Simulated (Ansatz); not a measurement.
```
Pt Se
1.0
     5.59682    0.00000    0.00000
     0.00000    5.59682    0.00000
     0.00000    0.00000    5.59682
Pt Se
4 4
Direct
  0.50000 0.00000 0.00000
  0.00000 0.50000 0.00000
  0.00000 0.00000 0.50000
  0.50000 0.50000 0.50000
  0.00000 0.00000 0.00000
  0.50000 0.50000 0.00000
  0.50000 0.00000 0.50000
  0.00000 0.50000 0.50000
```

Space group Fm-3m; a generated structure, not necessarily the stable one; built by placing these elements on a known structure type; computed pressure about −17 GPa in this cell.

Theory: Kohn-Sham DFT of a periodic cell, r2SCAN0, Ansatz PAW in Ansatz.

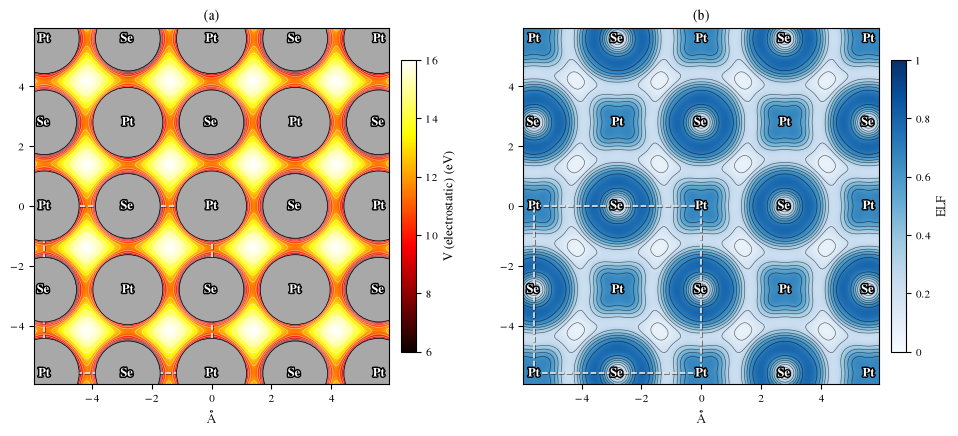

PtSe. (a) electrostatic potential (local pseudopotential plus Hartree) felt by an electron; (b) ELF on the (100) plane of the conventional cell. Grey discs cover the atomic cores in the potential map.

**Read the bonding off the picture.**

- Atoms in the plane: Pt and Se.
- Pt–Se (2.80 Å): the ELF is about 0.35 at the midpoint and 0.20 at its lowest between the atoms.
- The features right at Pt lie inside the PAW spheres, where the map follows smoothed inner orbitals and isn't to be read closely.
- Outside the cores the potential energy rises away from the atoms and is highest about 2.0 Å from the nearest atoms; its zero is arbitrary.
